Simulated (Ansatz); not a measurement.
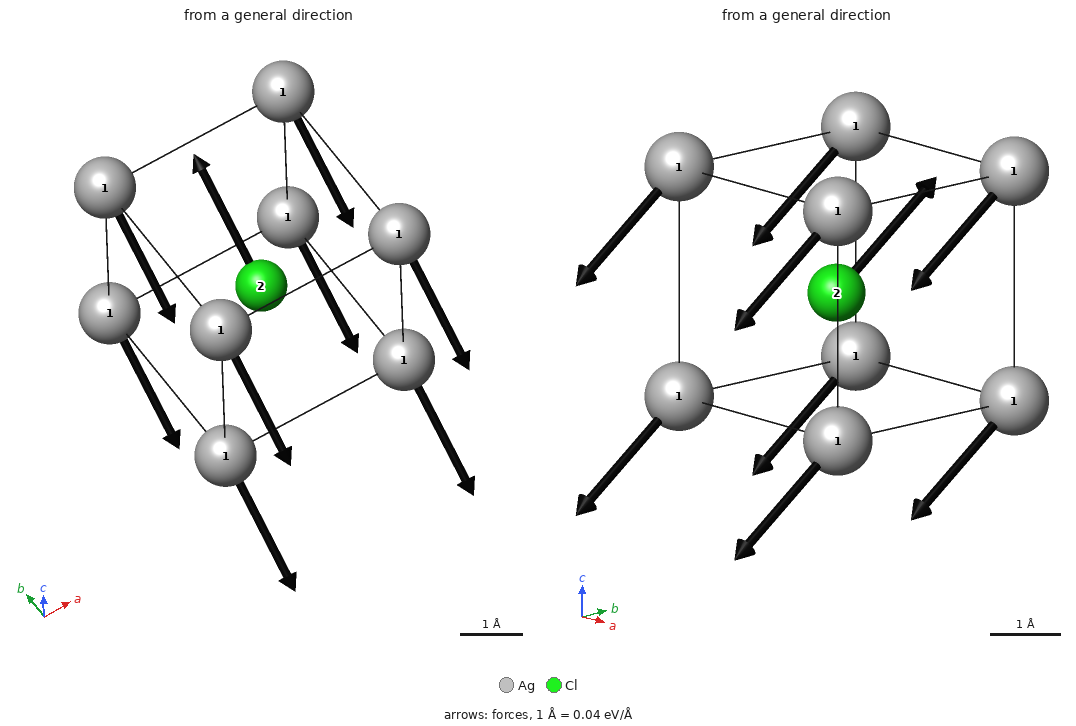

We look at a spheres-only model of the crystal from two general directions. The frame is the simulation cell; atoms at its boundary are shown with their periodic copies. The arrows are the computed forces on the atoms.

System: AgCl. Calculation details: Ansatz, DFT r2SCAN, scalar-relativistic, plane waves, PAW; plane waves to 500 eV, k-points on an 8×8×8 grid, Gaussian smearing of 0.05 eV, no spin polarisation.

Has this structure been optimised to equilibrium?

Answer. No. The atoms still feel forces of up to about 0.08 eV/Å, above a usual threshold of 0.01 to 0.03 eV/Å.

Which atom is furthest from force balance?

Answer. Ag1 and Cl2, about 0.08 eV/Å.

Its origin is a structure listed in the Materials Project. The cell was then strained or its atoms displaced on purpose. It was run through Ansatz as a DFT input.
